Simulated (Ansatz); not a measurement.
Geometry relaxation, with input and output: Hf₃O₅ (charge +1) (part 3 of 4)

The same run, continued: Hf₃O₅ (defect cell, 24 atoms in the cell, total charge +1); DFT PBEsol, scalar-relativistic, plane waves, PAW, spin-polarised (Ansatz 0.2.0); cutoff 420 eV, 2×2×2 k-mesh, Gaussian smearing of 0.01 eV, collinear spins. The structure derives from a Materials Project entry. It belongs to a series of runs on one base structure; here: Hf on a O site (f), charge +1, atoms relaxed at the host's cell.

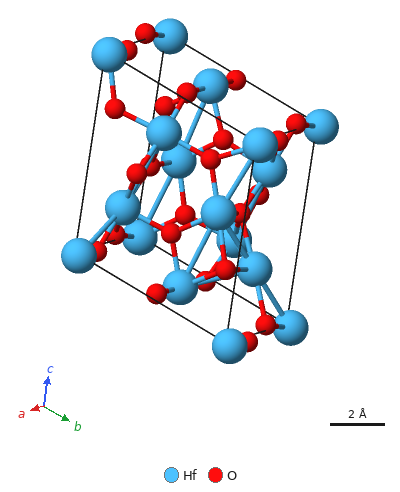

The geometry at step 6 of the log (ball-and-stick view of the cell of the calculation, seen slightly off an axis).

### File populations.tsv, continued
```
17	O	0_2S	-	0.832584	0.832309
17	O	1_2P	-	2.462121	2.454694
18	O	0_2S	-	0.840626	0.840759
18	O	1_2P	-	2.471273	2.469487
19	O	0_2S	-	0.840634	0.840766
19	O	1_2P	-	2.471287	2.469490
20	O	0_2S	-	0.840460	0.841026
20	O	1_2P	-	2.457912	2.460316
21	O	0_2S	-	0.847708	0.847229
21	O	1_2P	-	2.469887	2.464392
22	O	0_2S	-	0.849880	0.849407
22	O	1_2P	-	2.469775	2.456133
23	O	0_2S	-	0.847712	0.847232
23	O	1_2P	-	2.469902	2.464400
```

### Trajectory as extended XYZ (Å, eV, eV/Å), 8 of the 9 frames kept, from step=1 to step=9
```
24
Lattice="-4.8301 -4.8301 0.0000 -4.8301 4.8301 0.0000 4.8301 0.0000 -6.4194" Properties=species:S:1:pos:R:3:forces:R:3 step=1 energy=-148848.05328
Hf   -0.0219    0.1468   -3.2991   -0.8442  -0.0428   0.1054
Hf   -0.0678    0.1365    0.0173   -0.2284   0.4616   0.8869
Hf   -4.7243    0.0922   -3.2234    0.1987  -0.8899  -0.6486
Hf   -4.7225    0.0938    0.0000    0.1116  -0.9502   0.0793
Hf   -2.0090    2.8250   -1.6068    1.2666   0.0032  -0.1158
Hf   -2.4120   -2.3208   -4.8507    0.2496   0.1578   0.2835
Hf   -2.6543   -2.5868   -1.6109   -0.3499   0.3288   0.0776
Hf   -2.4126    2.5059   -4.7898    0.1446  -0.1126  -0.2585
Hf   -4.7145    2.5295   -1.6034   -0.5397   0.1632  -0.1944
O    -3.7434   -0.7668   -4.8162   -0.1423   0.0134  -0.1952
O    -3.8541   -0.9059   -1.6120   -0.0632   0.0596   0.0545
O     1.0888   -0.7669   -4.8283   -0.0936   0.0660   0.1554
O    -3.2901    1.6515   -3.0837   -0.4059   0.3477   0.3053
O    -3.2883    1.6546   -0.1392   -0.4160   0.2597  -0.2947
O    -3.4691   -3.2524   -3.3285    0.1753   0.1075   0.0738
O    -3.4695   -3.2539    0.1056    0.0590  -0.0318  -0.0778
O    -1.1997    3.3219   -3.3985   -0.2282  -0.0358   0.3616
O    -6.0281   -1.5074    0.1762   -0.1628   0.0290  -0.3023
O    -1.3720   -1.5593   -3.0980    0.4710  -0.1152   0.2249
O    -1.3730   -1.5589   -0.1242    0.3355  -0.1677  -0.1988
O    -0.8764    1.0476   -1.6125    0.0522  -0.0187  -0.2364
O    -1.0356   -3.9066   -4.7351    0.1554  -0.0901  -0.2164
O    -6.0671    0.6110   -1.6116    0.0851   0.4915   0.0326
O    -1.0324    0.9241   -4.9067    0.1695  -0.0347   0.0977
24
Lattice="-4.8301 -4.8301 0.0000 -4.8301 4.8301 0.0000 4.8301 0.0000 -6.4194" Properties=species:S:1:pos:R:3:forces:R:3 step=2 energy=-148848.19516
Hf   -0.0623    0.1482   -3.2950   -0.1150   0.1121   0.2283
Hf   -0.0912    0.1677    0.0653    0.1034   0.0398  -0.2280
Hf   -4.7033    0.0503   -3.2568    0.0900   0.0764   0.2982
Hf   -4.7054    0.0488    0.0064    0.1302   0.1574   0.0205
Hf   -1.9380    2.8104   -1.6135   -0.4979  -0.0849  -0.0145
Hf   -2.4101   -2.3276   -4.8431   -0.1609  -0.1570   0.2282
Hf   -2.6631   -2.5695   -1.6083    0.1454  -0.3876  -0.0924
Hf   -2.4072    2.4943   -4.7973   -0.0653  -0.1237  -0.2121
Hf   -4.7366    2.5836   -1.6168    0.5045  -0.6211   0.1192
O    -3.7436   -0.7886   -4.8520   -0.1667   0.2570   0.0635
O    -3.8554   -0.9060   -1.6212   -0.0532   0.0793   0.0180
O     1.0774   -0.7852   -4.7925    0.0436   0.0511  -0.2006
O    -3.3415    1.7000   -3.0750    0.0940  -0.1184  -0.1106
O    -3.3415    1.7016   -0.1567    0.1058  -0.1031   0.1066
O    -3.4775   -3.2600   -3.3186    0.1577   0.2299  -0.0602
O    -3.4689   -3.2503    0.1031   -0.0657  -0.0063   0.0562
O    -1.1908    3.2999   -3.4073    0.1252   0.1147   0.2329
O    -6.0237   -1.5267    0.1786    0.1100   0.0803  -0.1935
O    -1.3577   -1.5753   -3.0974   -0.0650   0.1329  -0.1167
O    -1.3522   -1.5618   -0.1224   -0.1263   0.0281   0.0879
O    -0.8689    1.0262   -1.6040   -0.3122   0.2628  -0.1644
O    -1.0457   -3.9074   -4.7106    0.0975  -0.1611  -0.0405
O    -6.0191    0.6665   -1.6220    0.0653   0.1247   0.0540
O    -1.0223    0.9156   -4.9225   -0.1452   0.0169  -0.0803
24
Lattice="-4.8301 -4.8301 0.0000 -4.8301 4.8301 0.0000 4.8301 0.0000 -6.4194" Properties=species:S:1:pos:R:3:forces:R:3 step=3 energy=-148848.24837
Hf   -0.0683    0.1606   -3.2904   -0.1849  -0.0377   0.1751
Hf   -0.0955    0.1729    0.0482    0.0065  -0.0215   0.0355
Hf   -4.7018    0.0480   -3.2491    0.0893  -0.0989   0.0418
Hf   -4.7014    0.0493    0.0089    0.1245  -0.0739   0.0325
Hf   -1.9682    2.8213   -1.6131   -0.0305  -0.0099  -0.0009
Hf   -2.4068   -2.3216   -4.8366   -0.0283  -0.0647   0.0960
Hf   -2.6551   -2.5789   -1.6094    0.1602  -0.1897  -0.0351
Hf   -2.4076    2.4971   -4.8035    0.0079  -0.0475  -0.1007
Hf   -4.7177    2.5497   -1.6119    0.0394  -0.0283   0.0327
O    -3.7484   -0.7773   -4.8550   -0.0603   0.0785   0.0252
O    -3.8500   -0.9110   -1.6161   -0.0127   0.0772   0.0003
O     1.0799   -0.7770   -4.7903    0.0200   0.0064  -0.1069
O    -3.3293    1.6841   -3.0851   -0.0209  -0.0245  -0.0195
O    -3.3259    1.6862   -0.1426   -0.0175  -0.0256   0.0341
O    -3.4779   -3.2493   -3.3195    0.0917   0.1401  -0.0564
O    -3.4724   -3.2485    0.1002   -0.0513   0.0113   0.0278
O    -1.1999    3.3063   -3.3989    0.0712   0.0735   0.1021
O    -6.0297   -1.5198    0.1709    0.0563   0.0382  -0.0705
O    -1.3453   -1.5760   -3.0911   -0.0527   0.0818  -0.1065
O    -1.3454   -1.5677   -0.1279   -0.0842   0.0142   0.0641
O    -0.8974    1.0430   -1.6114   -0.0737   0.0146  -0.1238
O    -1.0396   -3.9116   -4.7140    0.0213  -0.0451  -0.0857
O    -6.0156    0.6601   -1.6154   -0.0088   0.1181   0.0110
O    -1.0293    0.9148   -4.9263   -0.0636   0.0146   0.0277
24
Lattice="-4.8301 -4.8301 0.0000 -4.8301 4.8301 0.0000 4.8301 0.0000 -6.4194" Properties=species:S:1:pos:R:3:forces:R:3 step=4 energy=-148848.24827 accepted=F
Hf   -0.0713    0.1629   -3.2902   -0.1404  -0.0708   0.0787
Hf   -0.0905    0.1722    0.0524   -0.0001  -0.0534   0.0848
Hf   -4.6961    0.0435   -3.2440    0.0146  -0.0488   0.0027
Hf   -4.6939    0.0421    0.0084    0.0356  -0.0165   0.0235
Hf   -1.9726    2.7898   -1.6136   -0.0706   0.0264   0.0029
Hf   -2.3984   -2.3234   -4.8341   -0.0563  -0.0111   0.0949
Hf   -2.6496   -2.5788   -1.6107    0.1880  -0.0673  -0.0277
Hf   -2.3990    2.4987   -4.8081   -0.0142  -0.0117  -0.0940
Hf   -4.7181    2.5497   -1.6107    0.0597   0.0187   0.0197
O    -3.7376   -0.7672   -4.8513   -0.0652   0.0734  -0.0140
O    -3.7968   -0.8646   -1.6165   -0.1050  -0.0636   0.0045
O     1.0922   -0.7669   -4.7942   -0.0123   0.0214  -0.0313
O    -3.3434    1.6909   -3.0992    0.0154  -0.0333   0.0547
O    -3.3399    1.6918   -0.1280    0.0121  -0.0405  -0.0436
O    -3.5040   -3.2203   -3.3130    0.1118   0.0889  -0.0958
O    -3.4997   -3.2173    0.0920   -0.0011  -0.0187   0.0708
O    -1.1935    3.2964   -3.3857    0.0677   0.0389   0.0705
O    -6.0231   -1.5303    0.1574    0.0496   0.0023  -0.0447
O    -1.3291   -1.5852   -3.1056   -0.1007   0.0567  -0.0227
O    -1.3315   -1.5753   -0.1154   -0.1186  -0.0119  -0.0070
O    -0.9427    0.9902   -1.6118   -0.0309   0.1741  -0.0996
O    -1.0502   -3.9214   -4.7127    0.0518  -0.0763  -0.0782
O    -6.0188    0.6719   -1.6146    0.1287   0.0462   0.0113
O    -1.0413    0.9054   -4.9302   -0.0207  -0.0229   0.0398
24
Lattice="-4.8301 -4.8301 0.0000 -4.8301 4.8301 0.0000 4.8301 0.0000 -6.4194" Properties=species:S:1:pos:R:3:forces:R:3 step=6 energy=-148848.24817 accepted=F
Hf   -0.0715    0.1628   -3.2901   -0.1385  -0.0699   0.0768
Hf   -0.0904    0.1721    0.0525   -0.0001  -0.0527   0.0843
Hf   -4.6959    0.0435   -3.2439    0.0137  -0.0484   0.0024
Hf   -4.6937    0.0420    0.0085    0.0337  -0.0159   0.0231
Hf   -1.9726    2.7896   -1.6136   -0.0705   0.0263   0.0026
Hf   -2.3983   -2.3235   -4.8341   -0.0566  -0.0103   0.0942
Hf   -2.6495   -2.5790   -1.6108    0.1869  -0.0643  -0.0277
Hf   -2.3989    2.4987   -4.8082   -0.0144  -0.0114  -0.0933
Hf   -4.7181    2.5496   -1.6106    0.0590   0.0202   0.0195
O    -3.7375   -0.7672   -4.8513   -0.0652   0.0736  -0.0144
O    -3.7964   -0.8642   -1.6165   -0.1045  -0.0667   0.0046
O     1.0924   -0.7668   -4.7942   -0.0132   0.0215  -0.0296
O    -3.3436    1.6910   -3.0993    0.0159  -0.0338   0.0549
O    -3.3401    1.6919   -0.1279    0.0130  -0.0406  -0.0435
O    -3.5042   -3.2201   -3.3130    0.1112   0.0877  -0.0959
O    -3.4998   -3.2171    0.0919   -0.0013  -0.0195   0.0713
O    -1.1935    3.2965   -3.3856    0.0680   0.0384   0.0701
O    -6.0231   -1.5303    0.1573    0.0495   0.0022  -0.0437
O    -1.3291   -1.5852   -3.1057   -0.1008   0.0558  -0.0216
O    -1.3315   -1.5752   -0.1154   -0.1183  -0.0127  -0.0078
O    -0.9431    0.9896   -1.6118   -0.0306   0.1763  -0.0990
O    -1.0501   -3.9213   -4.7127    0.0516  -0.0772  -0.0783
O    -6.0189    0.6719   -1.6146    0.1307   0.0455   0.0113
O    -1.0413    0.9054   -4.9302   -0.0204  -0.0235   0.0397
24
Lattice="-4.8301 -4.8301 0.0000 -4.8301 4.8301 0.0000 4.8301 0.0000 -6.4194" Properties=species:S:1:pos:R:3:forces:R:3 step=7 energy=-148848.26447
Hf   -0.0950    0.1740   -3.2803   -0.0037  -0.0064  -0.0296
Hf   -0.1013    0.1797    0.0502   -0.0145  -0.0273   0.0429
Hf   -4.6787    0.0276   -3.2459   -0.0035   0.0170   0.0086
Hf   -4.6745    0.0267    0.0145   -0.0009   0.0095   0.0363
Hf   -1.9786    2.8241   -1.6130   -0.0311  -0.0104   0.0006
Hf   -2.3999   -2.3256   -4.8340    0.0053  -0.0102   0.0417
Hf   -2.6426   -2.6085   -1.6124    0.0573   0.0366  -0.0099
Hf   -2.3997    2.4962   -4.8093   -0.0036   0.0306  -0.0517
Hf   -4.7185    2.5488   -1.6104   -0.0444   0.1131  -0.0080
O    -3.7425   -0.7676   -4.8676   -0.0044   0.0093   0.0036
O    -3.8243   -0.9070   -1.6151   -0.0085   0.0261  -0.0032
O     1.0881   -0.7704   -4.7796    0.0090   0.0020  -0.0088
O    -3.3376    1.6862   -3.0880    0.0227   0.0051  -0.0064
O    -3.3354    1.6869   -0.1378    0.0321   0.0039   0.0199
O    -3.4949   -3.2213   -3.3267   -0.0212  -0.0680  -0.0440
O    -3.4948   -3.2223    0.1010   -0.0322  -0.0713   0.0278
O    -1.1877    3.2963   -3.3889   -0.0008   0.0386  -0.0070
O    -6.0160   -1.5327    0.1617   -0.0118   0.0223   0.0079
O    -1.3528   -1.5634   -3.1007    0.0122  -0.0341   0.0198
O    -1.3554   -1.5608   -0.1237    0.0209  -0.0418  -0.0237
O    -0.9294    1.0365   -1.6150    0.0003  -0.0103  -0.0112
O    -1.0390   -3.9193   -4.7074   -0.0108  -0.0136  -0.0108
O    -6.0005    0.6633   -1.6125    0.0428  -0.0115  -0.0054
O    -1.0375    0.9075   -4.9386   -0.0114  -0.0090   0.0107
24
Lattice="-4.8301 -4.8301 0.0000 -4.8301 4.8301 0.0000 4.8301 0.0000 -6.4194" Properties=species:S:1:pos:R:3:forces:R:3 step=8 energy=-148848.26649
Hf   -0.0987    0.1761   -3.2815    0.0085  -0.0058   0.0253
Hf   -0.0998    0.1769    0.0546    0.0117  -0.0069  -0.0248
Hf   -4.6750    0.0330   -3.2417   -0.0279  -0.0060  -0.0254
Hf   -4.6749    0.0328    0.0148   -0.0268  -0.0051   0.0253
Hf   -1.9811    2.8223   -1.6135    0.0152  -0.0114   0.0015
Hf   -2.3964   -2.3242   -4.8322   -0.0159  -0.0184   0.0242
Hf   -2.6414   -2.6121   -1.6134    0.0051  -0.0010   0.0003
Hf   -2.3964    2.5054   -4.8139   -0.0162  -0.0210  -0.0260
Hf   -4.7188    2.5576   -1.6129   -0.0245  -0.0070  -0.0001
O    -3.7483   -0.7746   -4.8606    0.0115   0.0114  -0.0128
O    -3.8229   -0.9076   -1.6136   -0.0048   0.0116   0.0007
O     1.0819   -0.7750   -4.7856    0.0133   0.0110   0.0113
O    -3.3357    1.6899   -3.0905    0.0035  -0.0056   0.0173
O    -3.3353    1.6898   -0.1362    0.0034  -0.0065  -0.0158
O    -3.4892   -3.2356   -3.3291   -0.0015   0.0071  -0.0181
O    -3.4892   -3.2356    0.1022   -0.0022   0.0063   0.0184
O    -1.1932    3.3063   -3.3872    0.0148   0.0164   0.0056
O    -6.0227   -1.5241    0.1603    0.0106   0.0134  -0.0054
O    -1.3535   -1.5682   -3.1010    0.0117   0.0043   0.0048
O    -1.3539   -1.5677   -0.1254    0.0126   0.0031  -0.0058
O    -0.9302    1.0339   -1.6138   -0.0020   0.0007   0.0008
O    -1.0413   -3.9225   -4.7111    0.0005   0.0081   0.0350
O    -5.9916    0.6705   -1.6133   -0.0006  -0.0094   0.0002
O    -1.0410    0.9074   -4.9347   -0.0006   0.0092  -0.0362
24
Lattice="-4.8301 -4.8301 0.0000 -4.8301 4.8301 0.0000 4.8301 0.0000 -6.4194" Properties=species:S:1:pos:R:3:forces:R:3 step=9 energy=-148848.26699
Hf   -0.0982    0.1754   -3.2805    0.0016  -0.0059   0.0031
Hf   -0.0987    0.1758    0.0537    0.0016  -0.0073  -0.0025
Hf   -4.6777    0.0315   -3.2432    0.0114   0.0050   0.0023
Hf   -4.6773    0.0314    0.0163    0.0098   0.0030  -0.0014
Hf   -1.9805    2.8206   -1.6134    0.0042   0.0034  -0.0001
Hf   -2.3984   -2.3266   -4.8323    0.0006  -0.0005   0.0021
Hf   -2.6419   -2.6105   -1.6134    0.0016   0.0089   0.0000
Hf   -2.3983    2.5030   -4.8139    0.0000   0.0016  -0.0018
Hf   -4.7196    2.5559   -1.6132   -0.0011   0.0096  -0.0007
O    -3.7450   -0.7718   -4.8623   -0.0001   0.0030  -0.0040
O    -3.8234   -0.9060   -1.6135   -0.0024  -0.0005   0.0000
O     1.0853   -0.7719   -4.7840   -0.0001   0.0026   0.0042
O    -3.3349    1.6886   -3.0893   -0.0008  -0.0036   0.0050
O    -3.3349    1.6886   -0.1374    0.0003  -0.0030  -0.0044
O    -3.4911   -3.2326   -3.3296   -0.0028  -0.0011  -0.0004
O    -3.4910   -3.2327    0.1028   -0.0034  -0.0012  -0.0002
O    -1.1921    3.3054   -3.3876   -0.0077  -0.0056   0.0002
O    -6.0222   -1.5249    0.1608   -0.0066  -0.0046  -0.0005
O    -1.3529   -1.5675   -3.1011   -0.0004  -0.0046   0.0021
O    -1.3530   -1.5674   -0.1255   -0.0002  -0.0049  -0.0027
O    -0.9290    1.0341   -1.6135    0.0000  -0.0029  -0.0009
O    -1.0400   -3.9215   -4.7095   -0.0057   0.0048   0.0015
O    -5.9940    0.6694   -1.6133    0.0057  -0.0004   0.0000
O    -1.0399    0.9085   -4.9366   -0.0053   0.0042  -0.0011
```

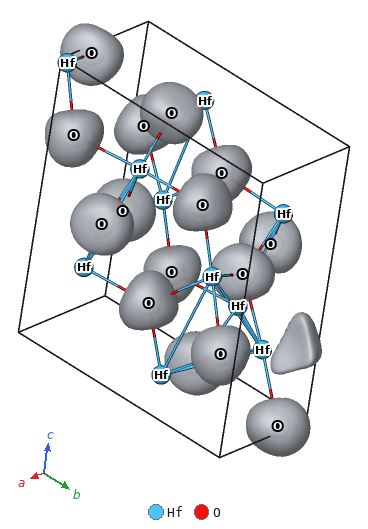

Isosurface of the electron localisation function at 0.7 (grey), seen slightly off an axis. Only the valence region is drawn (cores and ρ < 0.01 e/Å³ removed). Sticks mark near contacts. The outline is the calculation cell. Values along the shortest contacts: Hf–O (2.00 Å): the ELF peaks at about 0.80 in the valence shell of O, 0.6 Å from its nucleus, and drops to about 0.20 between the two atoms. Hf–Hf (2.75 Å): the ELF is about 0.40 at the midpoint. In a PAW calculation such maps are meaningful between the atoms, not at the nuclei.

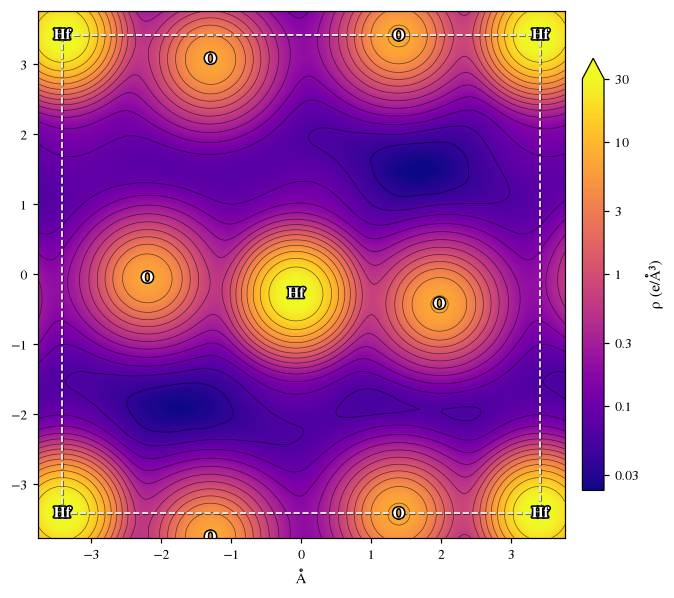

Valence pseudo-density on the (001) plane of the calculation cell. The section cuts through Hf and O sites. Hf–O (2.02 Å): the density is about 0.9 e/Å³ at the midpoint. Hf–O (2.02 Å): the density is about 0.9 e/Å³ at the midpoint. Hf–O (2.06 Å): ρ is about 0.8 e/Å³ halfway. Hf–O (2.14 Å): ρ is about 0.65 e/Å³ halfway. Away from the nuclei the density in this plane falls to 0.02 e/Å³ at its lowest.

The run was set up as follows.

### Input file
```yaml
crystal:
  lattice:
    - [-4.8301248088, -4.8301248088, 0.0]
    - [-4.8301248088, 4.8301248088, 0.0]
    - [4.8301248088, 0.0, -6.4194329124]
  atoms:
    - { symbol: Hf, position: [0.2440271539, 0.2744188376, 0.5139203095], spin: 0.25 }
    - { symbol: Hf, position: [-0.0084623938, 0.0197903764, -0.0026991189], spin: 0.25 }
    - { symbol: Hf, position: [0.7305561188, 0.7496514421, 0.5021249868] }
    - { symbol: Hf, position: [0.4791438751, 0.4985665266, -2.991e-07] }
    - { symbol: Hf, position: [0.0406853946, 0.6255552355, 0.2503057686], spin: 0.25 }
    - { symbol: Hf, position: [0.8677356096, 0.3872493266, 0.7556250936] }
    - { symbol: Hf, position: [0.6680090784, 0.1324529258, 0.2509345797] }
    - { symbol: Hf, position: [0.363406369, 0.8822199453, 0.7461447364] }
    - { symbol: Hf, position: [0.3510693704, 0.8747555188, 0.2497699441], spin: 0.25 }
    - { symbol: O, position: [0.8420042387, 0.6832603081, 0.7502505994] }
    - { symbol: O, position: [0.6183035768, 0.4307442602, 0.2511101206] }
    - { symbol: O, position: [0.3427432935, 0.1839649056, 0.7521350749] }
    - { symbol: O, position: [0.4098059426, 0.7517280427, 0.4803759212] }
    - { symbol: O, position: [0.1799523272, 0.5225210528, 0.0216781852] }
    - { symbol: O, position: [0.9550432719, 0.2816886631, 0.5185093479] }
    - { symbol: O, position: [0.6877643117, 0.014090803, -0.016444277] }
    - { symbol: O, position: [0.0450230636, 0.732768559, 0.5294100607] }
    - { symbol: O, position: [0.7663274513, 0.4542456678, -0.027452376] }
    - { symbol: O, position: [0.5447363999, 0.2219148735, 0.4825956587] }
    - { symbol: O, position: [0.3131789531, -0.009568315, 0.0193494545] }
    - { symbol: O, position: [0.1078714987, 0.324763683, 0.251189624] }
    - { symbol: O, position: [0.8804134216, 0.071614449, 0.7376270041] }
    - { symbol: O, position: [0.6903202884, 0.8168234362, 0.2510530657] }
    - { symbol: O, position: [0.3933863159, 0.5847094878, 0.7643544631] }
  host:
    lattice:
      - [4.8301248088, 0.0, 0.0]
      - [0.0, 4.8301248088, 0.0]
      - [0.0, 0.0, 3.2097164562]
    atoms:
      - { symbol: Hf, position: [0.0, 0.0, 0.0] }
      - { symbol: Hf, position: [0.5, 0.5, 0.5] }
      - { symbol: O, position: [0.1949699035, 0.8050300965, 0.5] }
      - { symbol: O, position: [0.3050300965, 0.3050300965, 0.0] }
      - { symbol: O, position: [0.6949699035, 0.6949699035, 0.0] }
      - { symbol: O, position: [0.8050300965, 0.1949699035, 0.5] }
total_charge: 1
basis:
  ecutwfc: 420
  xc_grid: 2
kpoints:
  mp_grid: { grid: [2, 2, 2], shift: [0.0, 0.0, 0.0] }
hamiltonian:
  xc: pbesol
scf:
  occupations: { method: gaussian, width: 0.01 }
output:
  forces: true
  stress: false
  eigenvalues: true
  populations: true
  charged_corrections:
    defect_position: [0.125, 0.9300301, 0.25]
    epsilon: [[27.3137, 0.0, 0.0], [0.0, 27.3137, 0.0], [0.0, 0.0, 31.239]]
  write_density: true
  write_potential: true
  elf: true
  volumetric_format: npy
magnetization:
  spin_polarized: true
relax:
  adjacent_minimum: "off"
  f_tol: 0.025
  max_steps: 45
```

Command:
```bash
ansatz run input.yaml --threads 4 --pin off --max-ram 10240MiB --backend cpu --events-out ev --progress --plain --runs-dir out
```
